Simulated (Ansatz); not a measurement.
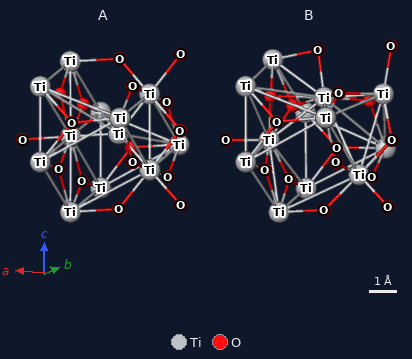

Two geometries of a defect cell of composition Ti$_{25}$O$_{47}$ (cell charge +1), drawn at one scale. One is the start of a relaxation, the other its converged end. The picture is a ball-and-stick view of the atoms within 4.2 Å of the atom that moves most (axes of the cell of the calculation (origin shifted)), seen from a free direction.

Computed with DFT, PBEsol, PAW, plane waves (Ansatz). Settings: plane-wave cutoff 420 eV; k-point mesh 1 × 1 × 1; mesh shifted by (0.25, 0.25, 0.25); collinear spin; atoms relaxed in a fixed cell; force threshold 0.03 eV/Å; at most 80 steps.

Which geometry has the lower energy?

Structure B is the relaxed one. The largest move is that of a Ti atom, 1.42 Å along +c. Largest moves by element: Ti 1.42 Å, O 0.46 Å. The cell doesn't change. Some distances before and after: Ti–Ti 1.957 → 3.403 Å, O–Ti 1.885 → 3.217 Å, O–Ti 2.904 → 1.857 Å, Ti–Ti 3.547 → 2.619 Å. New bonds form, among them: O–Ti (2.74 → 2.10 Å), O–Ti (2.74 → 2.14 Å), O–Ti (2.75 → 2.06 Å), O–Ti (2.77 → 2.04 Å). Bonds break, among them: O–Ti (1.88 → 3.22 Å). Bond angles that change, for instance: Ti–Ti–Ti 130.7° → 80.1°, Ti–Ti–Ti 98.5° → 65.2°, Ti–Ti–Ti 113.0° → 93.9°. After 21 geometry steps the energy has fallen by 9.835 eV per cell of the calculation. The largest force component goes from 6.9 to 0.016 eV/Å.

Limits of the set-up: the cell is charged, on a uniform background, and energies carry no finite-size correction.
